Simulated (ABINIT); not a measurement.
## Phonon bands calculation of Ta (part 1 of 3)

Ta (Im-3m, 1 atom in the cell), computed with Kohn-Sham DFT of a periodic cell, PBE, PseudoDojo NC SR PBE v0.4.1 standard, no spin polarisation (ABINIT 10.8.3).

The structure derives from an entry of the Crystallography Open Database.

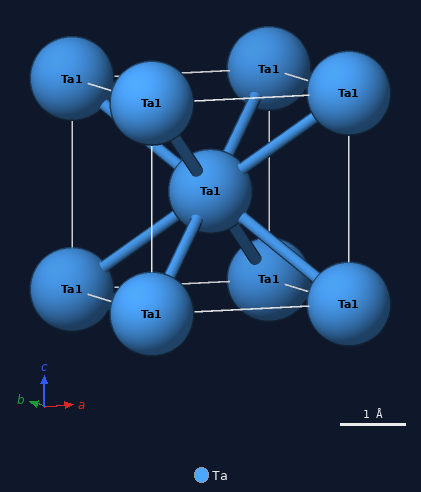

Fig. 1: The structure as given in the input (ball-and-stick view of the cell 2 times as large as that of the calculation, set on its symmetry axes, seen slightly off an axis; atoms are numbered from 1 in the order of the input). An atom can appear more than once, as a periodic image. Near neighbours in the periodic cell (some may lie outside the picture): Ta has 8 Ta at 2.86 Å.

**Results in brief**

- outcome: converged
- space group (tolerance 0.01 Å): Im-3m (229)
- electrons treated: 13
- free energy: −1771.5908 eV
- Fermi energy: 13.620 eV
- gap on the k-point mesh: none (metallic)
- pressure: 3.85 GPa
- largest force (length of the vector): under 0.001 eV/Å
- hardware: 4 threads of Intel Xeon @ 2.50GHz (Skylake/Cascade Lake), 189 GiB of memory available, shared host
- wall time: 6.8 min (CPU time 27 min)
- peak memory: 0.88 GiB

**Remarks**

Further notes kept with the run: chneut/=0 not allowed with q/=0 => chneut reset to 0 locally; asr/=0 not allowed with q/=0 => asr reset to 0 locally. Points of doubt noted for this run: k mesh coarse for metal response. Spin–orbit coupling is left out, which matters for Ta.

**Input file**
```
# Datasets
ndtset 4

# Pseudopotentials
pp_dirpath "./"
pseudos "Ta.upf"

# Structure
acell 2.8601008575 2.8601008575 2.8601008575 Angstrom
rprim
    -0.5773502692     0.5773502692     0.5773502692
     0.5773502692    -0.5773502692     0.5773502692
     0.5773502692     0.5773502692    -0.5773502692
ntypat 1
znucl 73
natom 1
typat 1
xred
            0.0            0.0            0.0

# Plane-wave basis
ecut 26.0

# k points
ngkpt 10 10 10
nshiftk 1
shiftk 0.0 0.0 0.0

# Exchange and correlation
ixc 11

# Bands and occupations
nband 15
occopt 3
tsmear 0.136 eV

# SCF cycle
nstep 80

# Output
prteig 0
prtebands 0
prtwf 0
prtden 0
prtpot 0

# Dataset 1: ground state
kptopt1 1
tolvrs1 1.0e-15
prtwf1 1
tolwfr1 1.0e-14
nbdbuf1 4
nline1 6

# Dataset 2: response at q = 0 to atomic displacements
rfphon2 1
rfatpol2 1 1
rfdir2 1 1 1
getwfk2 1
kptopt2 2
nqpt2 1
qpt2 0.0 0.0 0.0
tolvrs2 1.0e-8

# Dataset 3: atomic displacements at q = 0.5 0.0 0.0
rfphon3 1
rfatpol3 1 1
rfdir3 1 1 1
getwfk3 1
kptopt3 3
nqpt3 1
qpt3 1/2 0.0 0.0
tolvrs3 1.0e-8

# Dataset 4: atomic displacements at q = 0.5 0.5 0.5
rfphon4 1
rfatpol4 1 1
rfdir4 1 1 1
getwfk4 1
kptopt4 3
nqpt4 1
qpt4 1/2 1/2 1/2
tolvrs4 1.0e-8
```

**File mrgddb.in**
```
merged_DDB
Ta
4
runo_DS1_DDB
runo_DS2_DDB
runo_DS3_DDB
runo_DS4_DDB
```

**File anaddb.abi**
```
ddb_filepath "merged_DDB"
output_file "anaddb.abo"
outdata_prefix "ana"
asr 1
chneut 0
dipdip 0
dieflag 0
enunit 0
ifcflag 1
brav 1
ngqpt 2 2 2
nqshft 1
q1shft 0.0 0.0 0.0
nqpath 6
ndivsm 6
qpath
     0.0000000000     0.0000000000     0.0000000000
     0.5000000000    -0.5000000000     0.5000000000
     0.0000000000     0.0000000000     0.5000000000
     0.0000000000     0.0000000000     0.0000000000
     0.2500000000     0.2500000000     0.2500000000
     0.5000000000    -0.5000000000     0.5000000000
prtdos 2
ng2qpt 20 20 20
dosdeltae 2.0e-5
```

Command:
```bash
mpirun --bind-to none -np 4 abinit run.abi > log 2>&1
mrgddb < mrgddb.in > mrgddb.log 2>&1
anaddb anaddb.abi > anaddb.log 2>&1
```

**The program's output**
```
.Version 10.8.3 of ABINIT
 DATASET    1 : space group Im -3 m (#229); Bravais cI (body-center cubic)
================================================================================
 Values of the parameters that define the memory need for DATASET  1.
     intxc =       0    ionmov =       0      iscf =       7    lmnmax =       8
     lnmax =       8     mgfft =      27  mpssoang =       4    mqgrid =    3001
     natom =       1  nloc_mem =       1    nspden =       1   nspinor =       1
    nsppol =       1      nsym =      48    n1xccc =    2501    ntypat =       1
    occopt =       3   xclevel =       2
       mpw =         779          nfft =       19683          nkpt =          47
================================================================================
================================================================================

 DATASET    2 : space group Im -3 m (#229); Bravais cI (body-center cubic)
================================================================================
 Values of the parameters that define the memory need for DATASET  2 (RF).
     intxc =       0      iscf =       7    lmnmax =       8     lnmax =       8
     mgfft =      27  mpssoang =       4    mqgrid =    3001     natom =       1
  nloc_mem =       1    nspden =       1   nspinor =       1    nsppol =       1
      nsym =      48    n1xccc =    2501    ntypat =       1    occopt =       3
   xclevel =       2
      nfft =       19683          nkpt =         504
================================================================================
================================================================================

 DATASET    3 : space group Im -3 m (#229); Bravais cI (body-center cubic)
================================================================================
 Values of the parameters that define the memory need for DATASET  3 (RF).
     intxc =       0      iscf =       7    lmnmax =       8     lnmax =       8
     mgfft =      27  mpssoang =       4    mqgrid =    3001     natom =       1
  nloc_mem =       1    nspden =       1   nspinor =       1    nsppol =       1
      nsym =      48    n1xccc =    2501    ntypat =       1    occopt =       3
   xclevel =       2
      nfft =       19683          nkpt =        1000
================================================================================
================================================================================

 DATASET    4 : space group Im -3 m (#229); Bravais cI (body-center cubic)
================================================================================
 Values of the parameters that define the memory need for DATASET  4 (RF).
     intxc =       0      iscf =       7    lmnmax =       8     lnmax =       8
     mgfft =      27  mpssoang =       4    mqgrid =    3001     natom =       1
  nloc_mem =       1    nspden =       1   nspinor =       1    nsppol =       1
      nsym =      48    n1xccc =    2501    ntypat =       1    occopt =       3
   xclevel =       2
      nfft =       19683          nkpt =        1000
================================================================================
================================================================================

--------------------------------------------------------------------------------
------------- Echo of variables that govern the present computation ------------
--------------------------------------------------------------------------------
 -outvars: echo values of preprocessed input variables --------
            acell      5.4048073131E+00  5.4048073131E+00  5.4048073131E+00 Bohr
              amu      1.80947900E+02
             ecut      2.60000000E+01 Hartree
           getwfk1          0
           getwfk2          1
           getwfk3          1
           getwfk4          1
                       outvar_i_n : Printing only first  50 k-points.
              ixc          11
           jdtset        1    2    3    4
                       outvar_i_n : Printing only first  50 k-points.
           kptopt1          1
           kptopt2          2
           kptopt3          3
           kptopt4          3
         kptrlatt       10    0    0      0   10    0      0    0   10
          kptrlen      5.40480731E+01
            natom           1
            nband1         15
            nband2         15
            nband3         15
            nband4         15
           nbdbuf1          4
           nbdbuf2          2
           nbdbuf3          2
           nbdbuf4          2
           ndtset           4
            ngfft          27      27      27
             nkpt1         47
             nkpt2        504
             nkpt3       1000
             nkpt4       1000
            nline1          6
            nline2          4
            nline3          4
            nline4          4
             nqpt1          0
             nqpt2          1
             nqpt3          1
             nqpt4          1
            nstep          80
             nsym          48
           ntypat           1
                       prtocc : prtvol=0, do not print more k-points.
                       prtocc : prtvol=0, do not print more k-points.
                       prtocc : prtvol=0, do not print more k-points.
           occopt           3
        optdriver1          0
        optdriver2          1
        optdriver3          1
        optdriver4          1
           prtden           0
        prtebands           0
           prteig           0
            prtwf1          1
            prtwf2          0
            prtwf3          0
            prtwf4          0
              qpt1     0.00000000E+00  0.00000000E+00  0.00000000E+00
              qpt2     0.00000000E+00  0.00000000E+00  0.00000000E+00
              qpt3     5.00000000E-01  0.00000000E+00  0.00000000E+00
              qpt4     5.00000000E-01  5.00000000E-01  5.00000000E-01
           rfphon1          0
           rfphon2          1
           rfphon3          1
           rfphon4          1
            rprim     -5.7735026920E-01  5.7735026920E-01  5.7735026920E-01
                       5.7735026920E-01 -5.7735026920E-01  5.7735026920E-01
                       5.7735026920E-01  5.7735026920E-01 -5.7735026920E-01
          spgroup         229
           tolvrs1     1.00000000E-15
           tolvrs2     1.00000000E-08
           tolvrs3     1.00000000E-08
           tolvrs4     1.00000000E-08
           tolwfr1     1.00000000E-14
           tolwfr2     0.00000000E+00
           tolwfr3     0.00000000E+00
           tolwfr4     0.00000000E+00
           tsmear      4.99790782E-03 Hartree
            typat      1
                       outvars : Printing only first  50 k-points.
            znucl       73.00000

================================================================================

 chkinp: Checking input parameters for consistency, jdtset=   1.

 chkinp: Checking input parameters for consistency, jdtset=   2.

 chkinp: Checking input parameters for consistency, jdtset=   3.

 chkinp: Checking input parameters for consistency, jdtset=   4.

================================================================================
== DATASET  1 ==================================================================

--- !DatasetInfo
iteration_state: {dtset: 1, }
dimensions: {natom: 1, nkpt: 47, mband: 15, nsppol: 1, nspinor: 1, nspden: 1, mpw: 779, }
cutoff_energies: {ecut:  26.0, pawecutdg:  -1.0, }
electrons: {nelect:   1.30000000E+01, charge:   0.00000000E+00, occopt:   3.00000000E+00, tsmear:   4.99790782E-03, }
meta: {optdriver: 0, ionmov: 0, optcell: 0, iscf: 7, paral_kgb: 0, }
...

 Exchange-correlation functional for the present dataset will be:
  GGA: Perdew-Burke-Ernzerhof functional - ixc=11
  J.P.Perdew, K.Burke, M.Ernzerhof, PRL 77, 3865 (1996)

 Real(R)+Recip(G) space primitive vectors, cartesian coordinates (Bohr,Bohr^-1):
 R(1)= -3.1204670  3.1204670  3.1204670  G(1)=  0.0000000  0.1602324  0.1602324
 R(2)=  3.1204670 -3.1204670  3.1204670  G(2)=  0.1602324  0.0000000  0.1602324
 R(3)=  3.1204670  3.1204670 -3.1204670  G(3)=  0.1602324  0.1602324  0.0000000
 Unit cell volume ucvol=  1.2153987E+02 bohr^3
 Angles (23,13,12)=  1.09471221E+02  1.09471221E+02  1.09471221E+02 degrees

 getcut: wavevector=  0.0000  0.0000  0.0000  ngfft=  27  27  27
         ecut(hartree)=     26.000   => boxcut(ratio)=   2.09886

--- Pseudopotential description ------------------------------------------------
- pspini: atom type   1  psp file is ./Ta.upf
  73.00000  13.00000  171031                  znucl, zion, pspdat
12 -101130 3 -1 1450                          pspcod,pspxc,lmax,lloc,mmax
     nproj     2     2     2     2

   2.81919910E+02                                ecore*ucvol(ha*bohr**3)
--------------------------------------------------------------------------------

================================================================================

--- !BeginCycle
iteration_state: {dtset: 1, }
solver: {iscf: 7, nstep: 80, nline: 6, wfoptalg: 0, }
tolerances: {tolwfr: 1.00E-14, tolvrs: 1.00E-15, }
...

     iter   Etot(hartree)      deltaE(h)  residm     vres2
 ETOT  1  -65.084731018306    -6.508E+01 3.821E-02 1.435E+01
 ETOT  2  -65.104449537689    -1.972E-02 1.708E-06 1.148E+00
 ETOT  3  -65.104759408337    -3.099E-04 1.958E-05 2.014E-03
 ETOT  4  -65.104759896309    -4.880E-07 3.457E-08 1.029E-05
 ETOT  5  -65.104759898945    -2.636E-09 1.838E-10 2.978E-08
 ETOT  6  -65.104759898950    -4.960E-12 5.839E-13 9.099E-11
 ETOT  7  -65.104759898951    -1.052E-12 9.740E-15 6.838E-13
 ETOT  8  -65.104759898950     4.405E-13 9.425E-15 1.164E-14
 ETOT  9  -65.104759898951    -1.222E-12 9.442E-15 3.037E-16

 At SCF step    9  max residual=  9.44E-15 < tolwfr=  1.00E-14 AND vres2   =  3.04E-16 < tolvrs=  1.00E-15 =>converged.

 Cartesian components of stress tensor (hartree/bohr^3)
  sigma(1 1)= -1.30771465E-04  sigma(3 2)=  0.00000000E+00
  sigma(2 2)= -1.30771465E-04  sigma(3 1)=  0.00000000E+00
  sigma(3 3)= -1.30771465E-04  sigma(2 1)=  0.00000000E+00

--- !ResultsGS
iteration_state: {dtset: 1, }
comment   : Summary of ground state results
lattice_vectors:
- [ -3.1204670,   3.1204670,   3.1204670, ]
- [  3.1204670,  -3.1204670,   3.1204670, ]
- [  3.1204670,   3.1204670,  -3.1204670, ]
lattice_lengths: [   5.40481,    5.40481,    5.40481, ]
lattice_angles: [109.471, 109.471, 109.471, ] # degrees, (23, 13, 12)
lattice_volume:   1.2153987E+02
convergence: {deltae: -1.222E-12, res2:  3.037E-16, residm:  9.442E-15, diffor: null, }
etotal    :  -6.51047599E+01
entropy   :   0.00000000E+00
fermie    :   5.00521480E-01
cartesian_stress_tensor: # hartree/bohr^3
- [ -1.30771465E-04,   0.00000000E+00,   0.00000000E+00, ]
- [  0.00000000E+00,  -1.30771465E-04,   0.00000000E+00, ]
- [  0.00000000E+00,   0.00000000E+00,  -1.30771465E-04, ]
pressure_GPa:   3.8474E+00
xred      :
- [  0.0000E+00,   0.0000E+00,   0.0000E+00, Ta]
cartesian_forces: # hartree/bohr
- [  0.00000000E+00,   0.00000000E+00,   0.00000000E+00, ]
force_length_stats: {min:   0.00000000E+00, max:   0.00000000E+00, mean:   0.00000000E+00, }
...

 Integrated electronic density in atomic spheres:
 ------------------------------------------------
 Atom  Sphere_radius  Integrated_density
    1        2.00000          9.29916766
================================================================================

 ----iterations are completed or convergence reached----

 Mean square residual over all n,k,spin=   39.729E-16; max=  94.420E-16
 reduced coordinates (array xred) for    1 atoms
       0.000000000000      0.000000000000      0.000000000000
 rms dE/dt=  1.0518E-30; max dE/dt=  1.0518E-30; dE/dt below (all hartree)
    1       0.000000000000      0.000000000000      0.000000000000

 cartesian coordinates (angstrom) at end:
    1      0.00000000000000     0.00000000000000     0.00000000000000

 cartesian forces (hartree/bohr) at end:
    1      0.00000000000000     0.00000000000000     0.00000000000000
 frms,max,avg= 0.0000000E+00 0.0000000E+00   0.000E+00  0.000E+00  0.000E+00 h/b

 cartesian forces (eV/Angstrom) at end:
    1      0.00000000000000     0.00000000000000     0.00000000000000
 frms,max,avg= 0.0000000E+00 0.0000000E+00   0.000E+00  0.000E+00  0.000E+00 e/A
 length scales=  5.404807313149  5.404807313149  5.404807313149 bohr
              =  2.860100857500  2.860100857500  2.860100857500 angstroms
 Fermi (or HOMO) energy (hartree) =   0.50052   Average Vxc (hartree)=  -0.48140
 Eigenvalues (hartree) for nkpt=  47  k points:
 kpt#   1, nband= 15, wtk=  0.00100, kpt=  0.0000  0.0000  0.0000 (reduced coord)
  -1.96804   -0.71536   -0.71536   -0.71536    0.20906    0.52664    0.52664    0.52664
   0.64707    0.64707    1.03621    1.03621    1.03621    1.45078    1.45078
      occupation numbers for kpt#   1
   2.00000    2.00000    2.00000    2.00000    2.00000    0.01070    0.01070    0.01070
   0.00000    0.00000    0.00000    0.00000    0.00000    0.00000    0.00000
 prteigrs : prtvol=0 or 1, do not print more k-points.

--- !EnergyTerms
iteration_state     : {dtset: 1, }
comment             : Components of total free energy in Hartree
kinetic             :  1.71592190398790E+01
hartree             :  7.32155650549687E+00
xc                  : -1.48091688291567E+01
Ewald energy        : -4.92739116772244E+01
psp_core            :  2.31956738070173E+00
local_psp           : -3.24692269181711E+01
non_local_psp       :  4.65013344506397E+00
internal            : -6.51018310534106E+01
'-kT*entropy'       : -2.92884554074827E-03
total_energy        : -6.51047598989514E+01
total_energy_eV     : -1.77159076806222E+03
band_energy         : -6.21904253070322E+00
...

 Cartesian components of stress tensor (hartree/bohr^3)
  sigma(1 1)= -1.30771465E-04  sigma(3 2)=  0.00000000E+00
  sigma(2 2)= -1.30771465E-04  sigma(3 1)=  0.00000000E+00
  sigma(3 3)= -1.30771465E-04  sigma(2 1)=  0.00000000E+00

-Cartesian components of stress tensor (GPa)         [Pressure=  3.8474E+00 GPa]
- sigma(1 1)= -3.84742934E+00  sigma(3 2)=  0.00000000E+00
- sigma(2 2)= -3.84742934E+00  sigma(3 1)=  0.00000000E+00
- sigma(3 3)= -3.84742934E+00  sigma(2 1)=  0.00000000E+00

================================================================================
== DATASET  2 ==================================================================
```
